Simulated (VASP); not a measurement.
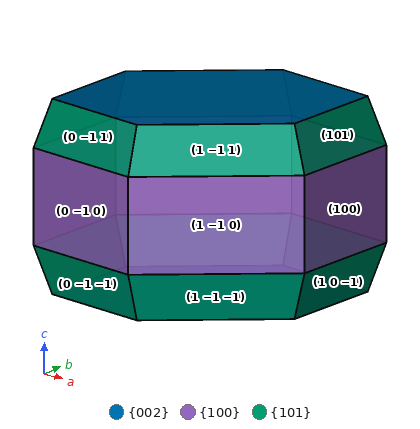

BN, space group P6_3/mmc (No. 194), a = 2.498 Å, b = 2.498 Å, c = 6.636 Å, α = 90.00°, β = 90.00°, γ = 120.00°. BFDH (Bravais–Friedel–Donnay–Harker) growth shape, computed from the cell and space group alone: each face lies at a distance from the centre proportional to 1/d(hkl), with d taken for the first order that the space group does not extinguish. It ignores bonding, solvent and kinetics. Source: an entry of the Crystallography Open Database, as set up for an electronic-structure calculation. Forms under 0.4 % of the area are left out.

### Which form makes up most of the surface, and how much?

{002}, with 2 faces and about 38 % of the area; its spacing is d = 3.318 Å.

### Why is the form written {002} rather than {001}?

The reflection 001 is extinguished by the screw axis (and also by a glide plane) of P6_3/mmc: equivalent layers repeat every d/2 = 3.318 Å, and the rule uses that shorter spacing.

### List the forms with their spacings and shares.

```csv
form,faces,d (Å),share of area (%)
{002},2,3.318,38.0
{100},6,2.164,31.0
{101},12,2.057,30.9
```
